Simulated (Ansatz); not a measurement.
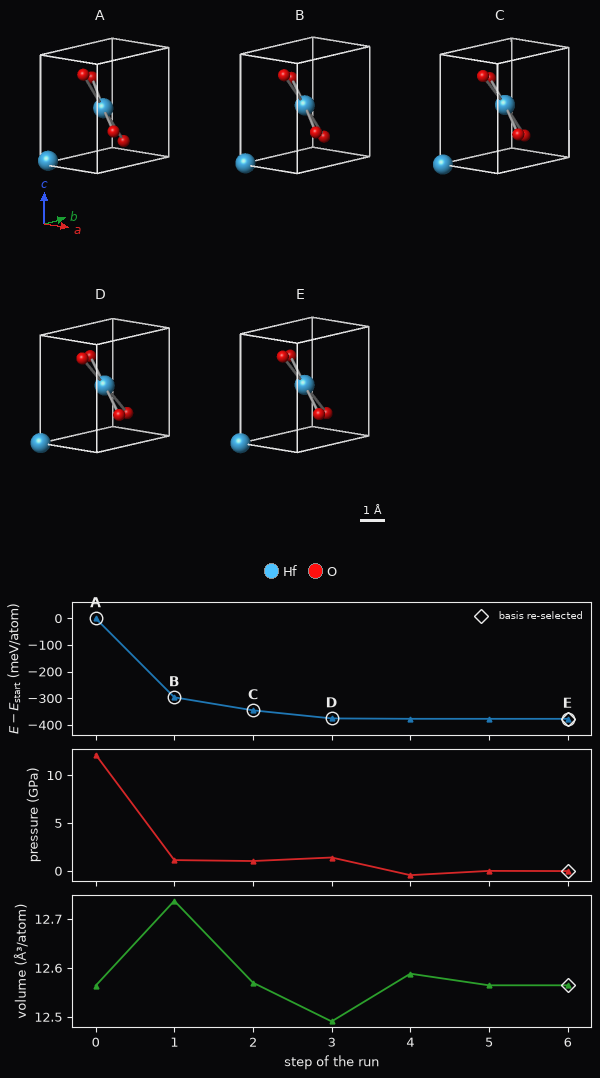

Frames of a relaxation of crystalline HfO2 (set up in P1), marked on the history of the run. A ball-and-stick model of the cell of the calculation, reduced to other axes, seen from a free direction. Lengths and directions refer to the drawn axes.

Case: all atoms moved at random, sigma 0.15 Å for each component; relaxed back.

Theory: DFT r2SCAN, scalar-relativistic, plane waves, PAW in Ansatz.

Input file:
```yaml
crystal:
  lattice:
    - [4.8382036325, 0.0, 0.0]
    - [0.0, 4.8382036325, 0.0]
    - [0.0, 0.0, 3.2203479183]
  atoms:
    - { symbol: Hf, position: [0.0520130369, 0.028657231, 0.0676760112] }
    - { symbol: Hf, position: [0.5110849241, 0.473716138, 0.4611865832] }
    - { symbol: O, position: [0.1982848757, 0.8318268231, 0.5045625155] }
    - { symbol: O, position: [0.268535009, 0.3396207701, -0.0512161915] }
    - { symbol: O, position: [0.6820593397, 0.6942587298, 0.0458681976] }
    - { symbol: O, position: [0.7880228146, 0.1319203079, 0.4719228841] }
basis:
  ecutwfc: 500
kpoints:
  mp_grid: { grid: [6, 6, 8] }
hamiltonian:
  xc: r2scan
scf:
  occupations: { method: gaussian, width: 0.05 }
output:
  forces: true
  stress: true
  eigenvalues: true
relax:
  adjacent_minimum: "off"
  f_tol: 0.01
  max_steps: 80
  cell: { stress_tol: 0.1 }
```

Command:
```bash
ansatz run input.yaml --threads 1 --pin off --max-ram 2560MiB --backend cpu --events-out ev --progress --plain --runs-dir out
```

Describe the path.

Hf1 moves most: 0.36 Å along [−3 −2 −1]. By element the largest moves are Hf 0.36 Å, O 0.33 Å. The cell stays as it was. Some distances before and after: Hf1–Hf2 3.343 → 3.781 Å, Hf1–O5 2.414 → 2.088 Å, Hf1–O6 2.358 → 2.091 Å, Hf1–O3 1.840 → 2.091 Å. Among the angles between lasting bonds that change: Hf1–O4–Hf2 113.3° → 129.6°, Hf1–O6–Hf2 121.2° → 129.6°, Hf1–O4–Hf2 136.5° → 129.6°. The space group (tolerance 0.01 Å) goes from P1 (No. 1) to P4_2/mnm (No. 136). After 5 accepted moves (6 points after the start) the energy has fallen by 377 meV per atom. Largest force component: 4.2 eV/Å at the start, 0.0011 eV/Å at the end. Pressure: 12.16 GPa at the start and −0.01 GPa at the end. The SCF was repeated once at an unchanged geometry on a basis and grid sized afresh for the cell, which shifted the energy by less than 0.05 meV per atom at most. Cost: 16 min on 1 thread of Arm Neoverse V1, on a shared host, peak memory 0.77 GiB. From step 0 to 1: O6 moves most (0.20 Å), volume +1.4 %, energy −296 meV per atom. From step 1 to 2: O4 moves most (0.13 Å), volume −1.3 %, energy −48.9 meV per atom. From step 2 to 3: O6 moves most (0.14 Å), volume −0.6 %, energy −30.3 meV per atom. From step 3 to 6: O3 moves most (0.04 Å), volume +0.6 %, energy −1.5 meV per atom.

```csv
step,"E − E(0), meV/atom","largest force component, eV/Å","pressure, GPa","volume, Å³/atom",note
0,0.00,4.2204,12.16,12.564,
1,-296.32,1.8384,1.13,12.737,
2,-345.17,1.4327,1.04,12.570,
3,-375.50,0.0953,1.40,12.491,
4,-376.99,0.0057,-0.44,12.588,
5,-377.04,0.0012,0.01,12.565,
6,-377.05,0.0011,-0.01,12.565,"same geometry, new basis"
```
